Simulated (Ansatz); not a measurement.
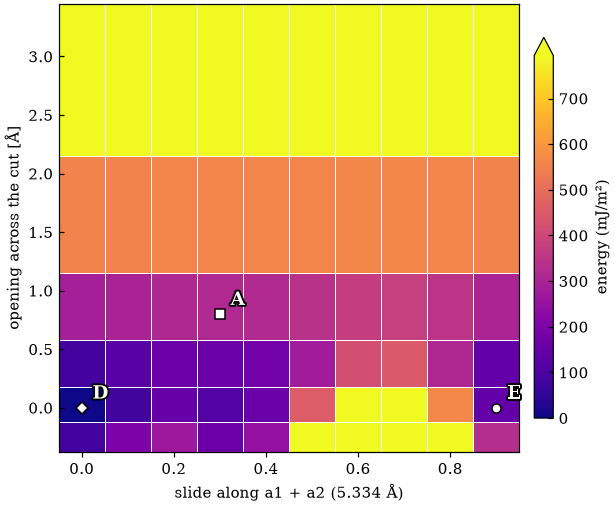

MoS2 (R-3m, No. 166; 9 atoms in the cell). Rigid slide and opening across a plane, one cut a cell; the plane is (0 0 1) of the conventional cell, and the faces at the cut hold S and S. First axis: slide along a1 + a2 (5.334 Å). Second axis: opening across the cut. Nothing is relaxed (rigid halves). The scan uses a 10 × 6 grid. Points are written as (first, second). All energies are given in mJ/m² relative to the lowest grid point. Computed with DFT PBEsol+D3(BJ), scalar-relativistic, plane waves, PAW (Ansatz 0.2.0). Settings: cutoff 420 eV, k-mesh 14×14×3 in the order of the run's cell vectors, gaussian smearing 0.15 eV, no spin polarisation.

In the figure: one coloured cell a grid point, one colour for all values above the top of the scale, lettered points.

What kind of point is each of A, D: minimum, saddle, maximum or slope?

A: on a slope; D: minimum. (In these two coordinates alone; a stationary point may lie a little off the grid point.)

Rank the lettered points by energy, lowest first.

D (0 mJ/m²), E (146 mJ/m²), A (316 mJ/m²).

PAW datasets: the set soft_1.
